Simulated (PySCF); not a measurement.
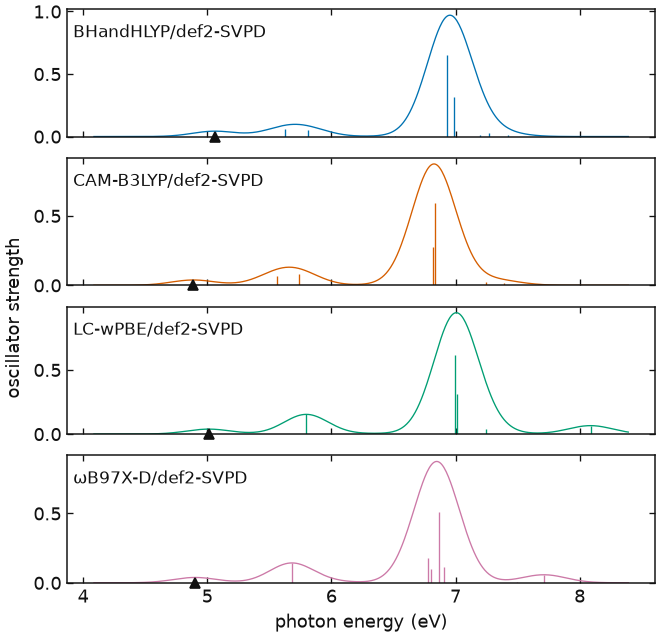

Vertical TDDFT spectra of C₆H₇N, SMILES Nc1ccccc1 at one geometry and several levels (PySCF 2.14.0, at a PBE0-D3(BJ)/def2-SVP geometry (no frequency check)); sticks with Gaussians of 1/e half-width 0.25 eV, the triangle marks S1, which has the same leading orbital pair at all these levels. Only the lowest states were computed, so the high end is incomplete. States within 0.01 eV of each other are merged, with their strengths summed. The highest state may be half of a pair whose partner wasn't computed.

### Order the levels by their S1 energy.

From lowest to highest: CAM-B3LYP/def2-SVPD 4.89 eV, ωB97X-D/def2-SVPD 4.90 eV, LC-wPBE/def2-SVPD 5.01 eV, BHandHLYP/def2-SVPD 5.06 eV; a spread of 0.17 eV.

Caveats, for all or some of the runs: core orbitals are frozen in the response; states above the negative HOMO energy depend on the basis.
